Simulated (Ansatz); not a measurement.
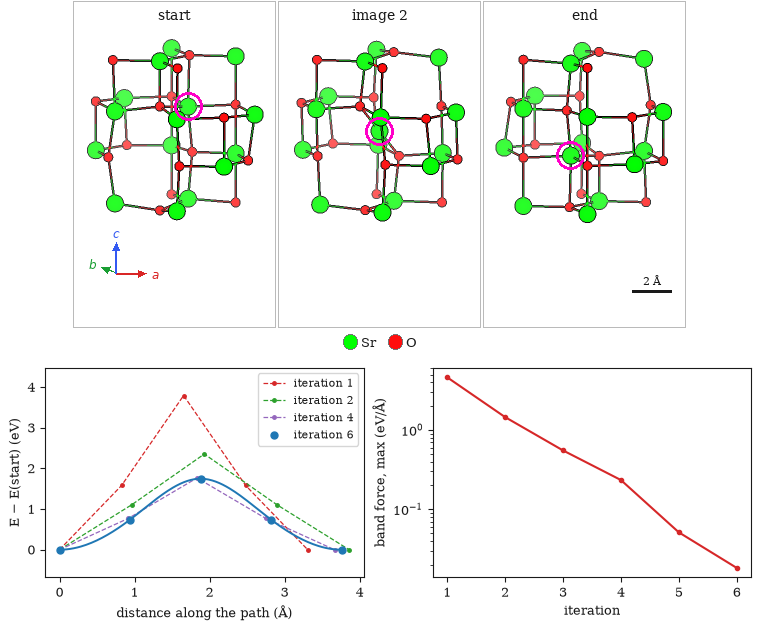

A nudged-elastic-band calculation for a defect cell of composition Sr₁₁O₁₂ (cell charge −2) with a Sr vacancy (23 atoms in the cell). Images are numbered from 0 (start) to 4 (end). The plot follows the band through its iterations. Style: ball-and-stick. Shown: the atoms within 5.2 Å of the middle of the path, from a free direction. The moving atom is ringed, with any periodic copies. Bonds to atoms that aren't drawn are left out.

Level of theory: DFT PBE, scalar-relativistic, plane waves, PAW in Ansatz 0.2.0. Set-up: plane-wave cutoff 420 eV; k-point mesh 3 × 3 × 2; Gaussian smearing 0.05 eV; 3 movable images; climbing image; force threshold 0.05 eV/Å; iteration limit 60.

**Did the band converge, and can the barrier be trusted?**

The run is converged, with reservations. The band converged in 6 iterations. The largest component of the band force went from 4.6 to 0.018 eV/Å. The climbing image converged on the top of the path. Its curvatures weren't checked. The first iteration put the highest image at 3.79 eV. The two ends have the same energy, and the highest point, image 2, lies 1.75 eV above the start.

Limits of the set-up: the periodic images lie only 7.4 Å apart, so the values are limited by the cell's size; the cell is charged, on a uniform background, and energies carry no finite-size correction.
